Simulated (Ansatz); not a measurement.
Consider MnO.

Input file:

```
crystal:
  lattice:
    - [3.0779632574, 0.0, 0.0]
    - [-1.5389816287, 2.6655943729, 0.0]
    - [0.0, 0.0, 5.2995560115]
  atoms:
    - { symbol: Mn, position: [0.0, 0.0, 0.0], spin: 4.35 }
    - { symbol: Mn, position: [0.0, 0.0, 0.5], spin: -4.35 }
    - { symbol: O, position: [0.3483393674, 0.6966787348, 0.2499993605] }
    - { symbol: O, position: [0.6666666667, 0.3333333333, 0.7500006395] }
basis:
  ecutwfc: 420
  ecutrho_ratio: 4
kpoints:
  mp_grid: { grid: [12, 12, 8] }
hamiltonian:
  xc: pbe
scf:
  occupations: { method: gaussian, width: 0.05 }
  lower_state_search: "off"
output:
  forces: true
  stress: true
  eigenvalues: true
  populations: true
  write_density: true
  write_potential: true
  elf: true
  volumetric_format: npy
magnetization:
  spin_polarized: true
checkpoint:
  read: start.run
  write: ck
  compress: false
  write_wavefunctions: false
  write_every: 100000
```

Run with:

```sh
ansatz run input.yaml --threads 2 --pin off --max-ram 2662MiB --backend cpu --events-out ev --progress --plain --runs-dir out
```

Below, planes, directions and counts refer to the cell of the magnetic structure (a = 5.33 Å, b = 3.08 Å, c = 5.30 Å, α = 90.00°, β = 90.00°, γ = 90.00°).

Space group Amm2; started from the NiAs prototype, which need not be the ambient phase; changed on purpose from its base cell (atom 3 (O) moved 0.08 A along y); spin-polarised.

Theory: DFT PBE, scalar-relativistic, plane waves, PAW (Ansatz).

Predict the valence pseudo-density, electron localisation function and spin density between the atoms.

Answer. Mn–O (2.28 Å): the density is about 0.33 e/Å³ at the midpoint; the ELF peaks at about 0.80 in the valence shell of O, 0.6 Å from its nucleus, and is about 0.15 at the midpoint; no shared electron pair shows on this line.
The spin density sits on Mn: +3.9 μB (×2) and −3.9 μB (×2) in one cell of 8 atoms: antiferromagnetic in this solution, which needn't be the ground state, with every nearest magnetic neighbour opposed. The cell of the calculation (4 atoms) carries 0.0 μB of net spin moment.

Does the calculation make it a metal, or give it a gap?

Answer. It is gapped, with a Kohn–Sham gap of 0.84 eV on the k-point mesh, an upper bound to the gap of this method.

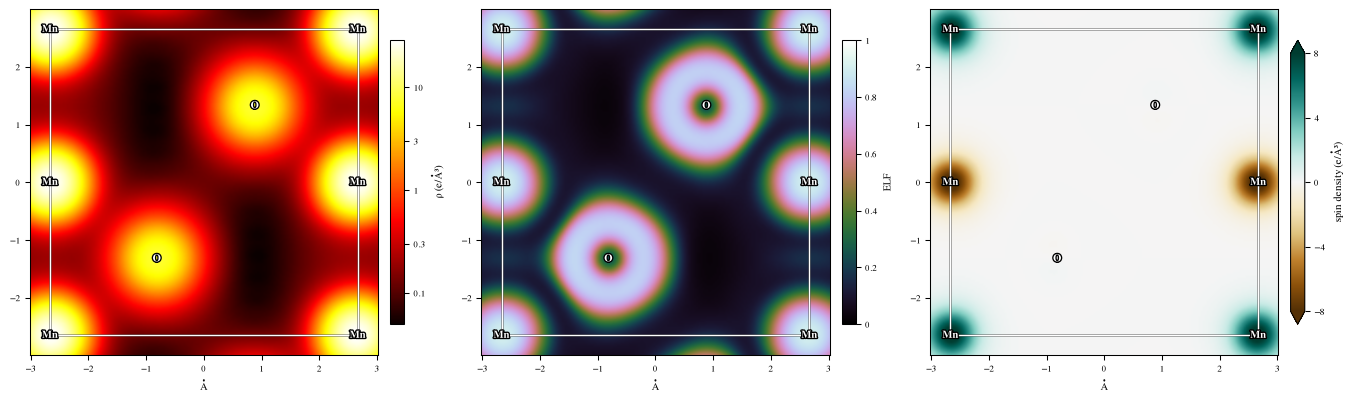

Computed valence pseudo-density, electron localisation function and spin density on the (010) plane of the cell of the magnetic structure, in this order. 

The density is the valence pseudo-density of a PAW calculation; it isn't the true density close to the nuclei.
